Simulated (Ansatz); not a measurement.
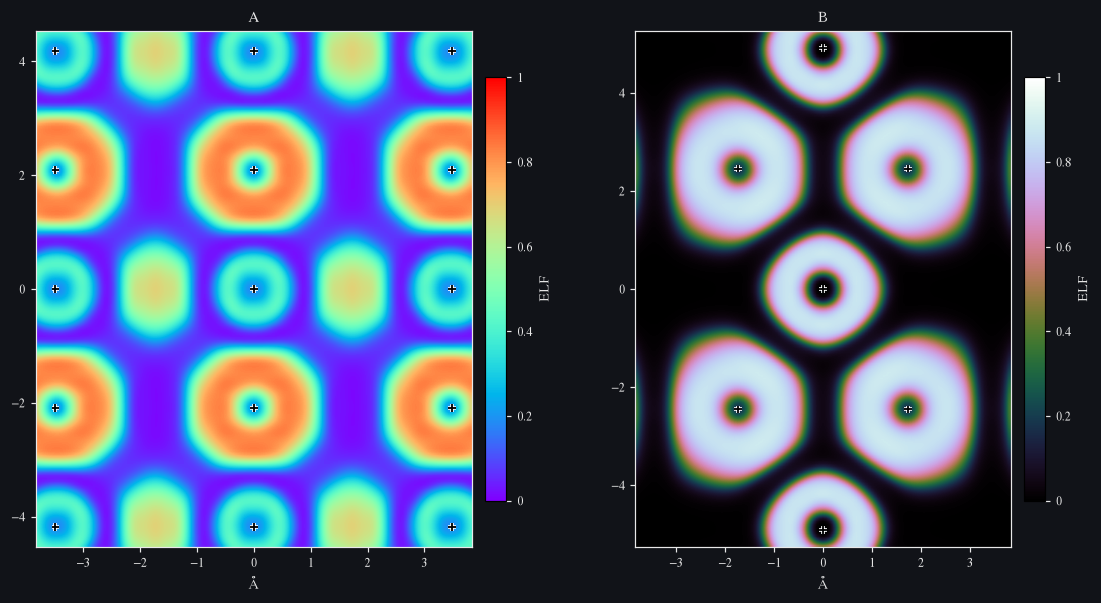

The electron localisation function of 2 systems, each on a plane through atoms (crosses mark nuclei in the plane).

Computed with Ansatz 0.2.0, DFT, dielectric-dependent PBE0 (fraction 1/eps_inf of PBE), plane waves, PAW.

System 1: SrCl2, the (011) plane of the conventional cell. Space group Fm-3m; started from the CdCl2 (3R octahedral) bulk prototype, which need not be the ambient phase.

System 2: MgO, the (100) plane of the conventional cell. Space group P6₃/mmc; started from the h-MgO (five-fold) prototype, which need not be the ambient phase.

```
Mg O
1.0
     3.48402    0.00000    0.00000
    -1.74201    3.01725    0.00000
     0.00000    0.00000    4.18532
Mg O
2 2
Direct
  0.33333 0.66667 0.25000
  0.66667 0.33333 0.75000
  0.66667 0.33333 0.25000
  0.33333 0.66667 0.75000
```

Question: Which map belongs to which system?

Answer: Panel A is system 2, MgO: the plane holds Mg and O. Mg–O (2.09 Å): the ELF peaks at about 0.85 in the valence shell of O, 0.7 Å from its nucleus, and is about 0.35 at the midpoint: a closed-shell, largely ionic contact. Panel B is system 1, SrCl2: the plane holds Sr and Cl. Sr–Cl (3.01 Å): the ELF peaks at about 0.90 in the valence shell of Cl, 0.8 Å from its nucleus, and drops to about 0.05 between the two atoms: a closed-shell, largely ionic contact.
